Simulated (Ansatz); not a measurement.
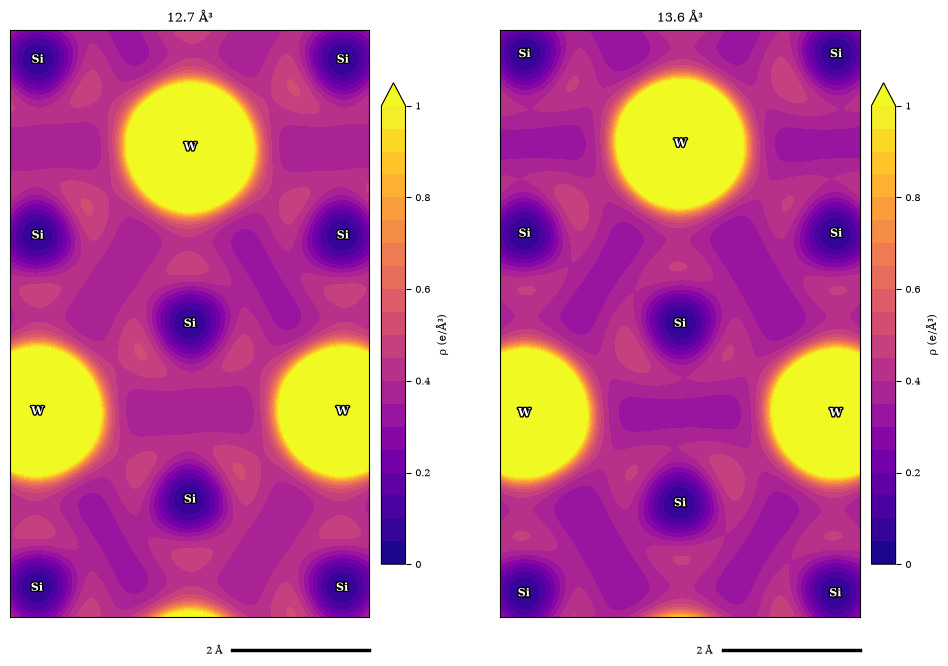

Si₂W. The valence electron density of cells scaled evenly to different volumes (given per atom above each panel), on the (001) plane of each (indices in the axes of the cell below), at one length scale and on one colour scale.

Theory: DFT, LDA, PAW with Ansatz's default frozen-core files, scalar-relativistic (Ansatz 0.2.0).

In a PAW calculation such maps are meaningful between the atoms, not at the nuclei.

The largest cell:

```xyz
3
Lattice="-1.6060 1.6060 3.9400 1.6060 -1.6060 3.9400 1.6060 1.6060 -3.9400" Properties=species:S:1:pos:R:3 pbc="T T T"
Si    0.0000    0.0000    2.6240
Si    0.0000    0.0000    5.2560
W     0.0000    0.0000    0.0000
```

| volume (Å³/atom) | Si–W contact in the plane (Å) | ρ at its midpoint (e/Å³) | pressure (GPa) | 
| --- | --- | --- | --- |
| 12.74 | 2.571 | 0.454 | 7.7 | 
| 13.01 | 2.589 | ? | ? | 
| 13.55 | 2.625 | 0.419 | −7.3 | 

**Estimate the missing row, and compare with the calculation.**

Over the known rows ln ρ falls by 1.49 per Å of Si–W distance (the line through the two), which gives 0.442 e/Å³ at 2.589 Å; the calculation gives 0.442 e/Å³. For the pressure, a straight line in volume between the neighbouring rows gives 2.7 GPa; the calculation gives 2.2, lower because pressure rises ever faster on compression.
